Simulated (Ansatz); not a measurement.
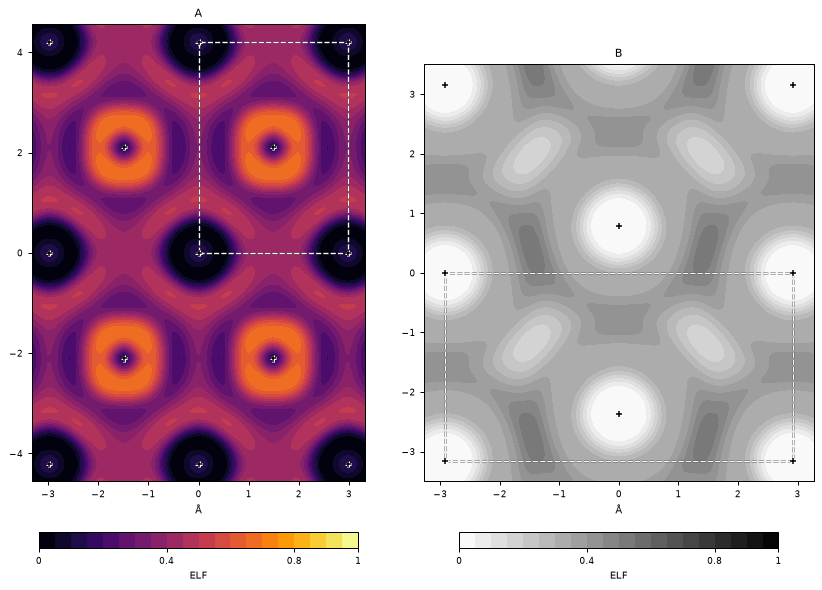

The ELF of 2 systems, each on a plane through atoms (crosses mark nuclei in the plane).

The calculation used DFT PBEsol, scalar-relativistic, plane waves, PAW (Ansatz).

System 1: Sn, the (100) plane of the conventional cell. Space group I4₁/amd.

```
Sn
1.0
     5.83778    0.00000    0.00000
     0.00000    5.83778    0.00000
     0.00000    0.00000    3.15262
Sn
4
Direct
  0.00000 0.00000 0.00000
  0.50000 0.50000 0.50000
  0.00000 0.50000 0.25000
  0.50000 0.00000 0.75000
```

System 2: AlRu, the (011̄) plane of the conventional cell. Space group Pm-3m; computed without spin polarisation.

```cif
data_structure
_symmetry_space_group_name_H-M 'P 1'
_symmetry_Int_Tables_number 1
_cell_length_a 2.9764
_cell_length_b 2.9764
_cell_length_c 2.9764
_cell_angle_alpha 90.000
_cell_angle_beta 90.000
_cell_angle_gamma 90.000
_cell_volume 26.37
loop_
_atom_site_label
_atom_site_type_symbol
_atom_site_fract_x
_atom_site_fract_y
_atom_site_fract_z
_atom_site_occupancy
Al1 Al 0.00000 0.00000 0.00000 1
Ru1 Ru 0.50000 0.50000 0.50000 1
```

Match each panel to its system.

Answer. Panel A is system 2, AlRu: the plane holds Al and Ru. Al–Ru (2.58 Å): the ELF is about 0.40 at the midpoint. Panel B is system 1, Sn: the plane holds Sn. Sn–Sn (3.02 Å): the ELF reaches about 0.55 near the midpoint.
